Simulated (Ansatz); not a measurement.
## Ga: 6 runs along one coordinate

System: Ga (P6₃/mmc, 4 atoms in the cell).
Method: DFT, BLYP, plane waves (420 eV) with PAW, scalar-relativistic, no spin polarisation (Ansatz 0.2.0).

The 6 runs differ only in the geometry, by an even scaling of the cell at fixed fractional positions.

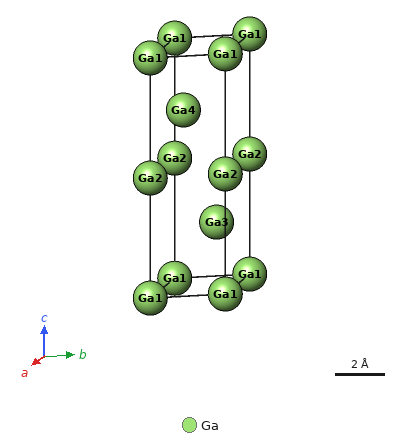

Figure 1. The structure of run 4 (spheres-only view of the cell of the calculation, seen slightly off an axis; atoms are numbered from 1 in the order of the input).

### Input of run 4
```yaml
crystal:
  lattice:
    - [3.1292208991, 0.0, 0.0]
    - [-1.5646104496, 2.7099847927, 0.0]
    - [0.0, 0.0, 10.2145950965]
  atoms:
    - { symbol: Ga, position: [0.0, 1.0, 1.0] }
    - { symbol: Ga, position: [0.0, 1.0, 0.5] }
    - { symbol: Ga, position: [0.3333333333, 0.6666666667, 0.25] }
    - { symbol: Ga, position: [0.6666666667, 0.3333333333, 0.75] }
hamiltonian:
  xc: blyp
  pseudopotentials:
    kind: paw
    azcp:
      Ga: "pseudopotentials/Ga.paw.azcp"
basis:
  ecutwfc: 420
  fft_grid_basis: typed
kpoints:
  mp_grid: { grid: [13, 13, 4], shift: [0, 0, 0] }
magnetization:
  spin_polarized: false
scf:
  occupations: { method: fermi_dirac, width: 0.1 }
  lower_state_search: "off"
output:
  stress: true
```

Run 5 differs from it as follows:
```diff
-    - [3.1292208991, 0.0, 0.0]
-    - [-1.5646104496, 2.7099847927, 0.0]
-    - [0.0, 0.0, 10.2145950965]
+    - [3.1703995806, 0.0, 0.0]
+    - [-1.5851997903, 2.7456465769, 0.0]
+    - [0.0, 0.0, 10.3490130783]
```

### Results, with one run withheld

| run | volume per atom (Å³) | free energy per atom, from the lowest run given (meV) | pressure (GPa) |
| --- | --- | --- | --- |
| 1 | 19.057 | 39.47 | 5.43 |
| 2 | 19.923 | 16.38 | 3.20 |
| 3 | 20.789 | 3.98 | 1.45 |
| 4 | 21.655 | 0.00 | 0.07 |
| 5 | 22.522 | ? | ? |
| 6 | 24.254 | 22.72 | −2.57 |

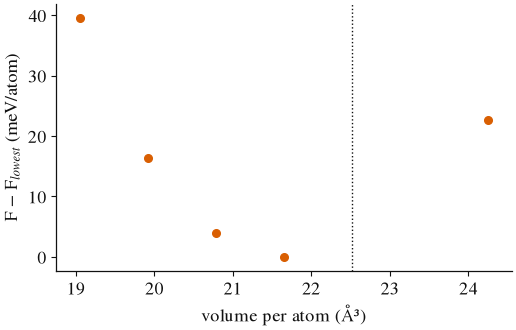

Figure 2. Free energy per atom of the runs given; the dotted line marks run 5.

Fit the runs given and predict run 5.

A cubic polynomial in V^(−2/3) (the Birch–Murnaghan form), fitted to the 5 runs given, misses them by under 0.01 meV per atom. With x = V^(−2/3) − 0.13131 Å⁻², it reads F = 2.1998 + 1587.4 x + 2.877e+05 x² + 9.718e+05 x³ (meV per atom). At run 5 it gives 2.68 meV per atom, and the run itself gives 2.67. The slope of the fit gives a pressure −dF/dV of −1.02 GPa there, and the run prints −1.02 GPa. The fit has its minimum at 21.706 Å³ per atom, where V d²F/dV² gives 30.3 GPa. Cell shape and fractional positions are held, so this is the stiffness under even scaling; the relaxed bulk modulus wasn't computed.

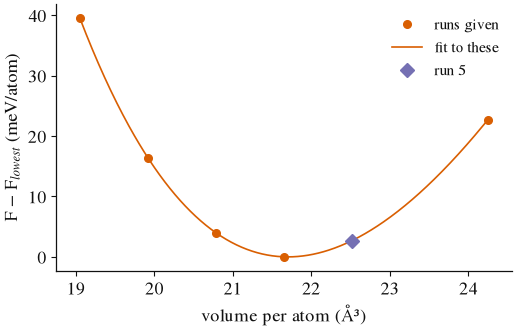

Figure 3. The fit and the withheld run.

### Output, shortened to warnings, some set-up lines, iterations and results (run 5)
```
Basis set: ecut = 420 eV, 1763 PW (Γ), exchange–correlation on 48×48×144 points (8 copies of the dense FFT grid, shifted against one another)
Symmetry: 24 space group operations
k-points: 63 of 676
Initial density: superposition of atomic densities (neutral atoms: chi_scale 0, normalization atom), corrected by the library's trained network
[...]
SCF iter   1: F=—  HF=-15171.102784 eV  |F-HF|=—  |Δ(HF+E_count)|=         —  Δρ=7.28e-3  dr2=3.14e-2  ethr=1.77e-3  ⟨swp⟩=5.5  Hψ=14480  notcnv=0  defer=12
SCF iter   2: F=—  HF=-15171.097798 eV  |F-HF|=—  |Δ(HF+E_count)|=   4.99e-3  Δρ=4.45e-3  dr2=1.47e-2  ethr=6.04e-5  ⟨swp⟩=1.0  Hψ=2648  notcnv=0  defer=16
SCF iter   3: F=—  HF=-15171.096834 eV  |F-HF|=—  |Δ(HF+E_count)|=   9.63e-4  Δρ=6.51e-4  dr2=4.47e-4  ethr=2.83e-5  ⟨swp⟩=2.2  Hψ=2307  notcnv=0  defer=16
SCF iter   4: F=—  HF=-15171.096833 eV  |F-HF|=—  |Δ(HF+E_count)|=   1.52e-6  Δρ=5.05e-4  dr2=1.55e-4  ethr=8.61e-7  ⟨swp⟩=2.0  Hψ=3692  notcnv=0  defer=16
SCF iter   5: F=—  HF=-15171.096870 eV  |F-HF|=—  |Δ(HF+E_count)|=   3.71e-5  Δρ=1.56e-4  dr2=1.50e-5  ethr=2.98e-7  ⟨swp⟩=2.0  Hψ=3721  notcnv=0  defer=16
SCF iter   6: F=—  HF=-15171.096880 eV  |F-HF|=—  |Δ(HF+E_count)|=   1.00e-5  Δρ=5.15e-5  dr2=2.58e-6  ethr=2.88e-8  ⟨swp⟩=2.0  Hψ=3716  notcnv=0  defer=16
SCF iter   7: F=—  HF=-15171.096883 eV  |F-HF|=—  |Δ(HF+E_count)|=   2.93e-6  Δρ=2.58e-5  dr2=4.11e-7  ethr=4.96e-9  ⟨swp⟩=2.0  Hψ=3731  notcnv=0  defer=16
SCF iter   8: F=-15171.096883 eV  HF=-15171.096883 eV  |F-HF|=2.32e-8  |Δ(HF+E_count)|=   1.39e-7  Δρ=8.50e-6  dr2=4.79e-8  ethr=1.92e-10  ⟨swp⟩=4.1  Hψ=7372  notcnv=0
SCF 1 converged in 8 iterations: F = -15171.096883 eV  dr2 = 4.79e-8
SCF converged after 8 iterations
Free energy (F): -15171.096883 eV
Harris-Foulkes:  -15171.096883 eV  (|F-HF|=2.32e-8)
Internal energy: -15171.033806 eV  (E = F + TS)
E sigma→0 (E₀):  -15171.065344 eV
Entropy (-TS):   -0.063077 eV (-15.769 meV/atom)
Fermi energy:    7.969333 eV
--- Per-component energies (eV) ---
  E_band       = -229.019429
  E_kinetic    = 455.723622
  E_local      = -7606.622513  (includes V_loc(G=0)·N_el)
  E_nonlocal   = 1665.048007
  E_hartree    = 3543.780364
  E_xc         = -272.509919
  E_vxc        = -224.415474  (∫ρ·V_xc dr)
  E_paw        = -7978.761421  (= ΣΔE_a)
  E_vpaw       = -1606.306058  (= ΣTr[D̂ρ^β])
  E_aug_tail   = -0.000516  (compensation charges beyond the density's cutoff)
  E_ewald      = -4977.755975
  E_core_change = 0.064545  (= ΣΔE_core)
  E_smearing   = -0.063077  (= −TS)
  E_closure    = -0.000000  (closes the sum)
  Σ components = -15171.096883   (vs F -15171.096883, Δ=0.00e0)
--- Stress (GPa, compression-positive) ---
       -1.097666       0.000000       0.000000
        0.000000      -1.097666       0.000000
        0.000000       0.000000      -0.863307
  P = ⅓ Tr σ = -1.0195 GPa (-10.195 kbar)
```
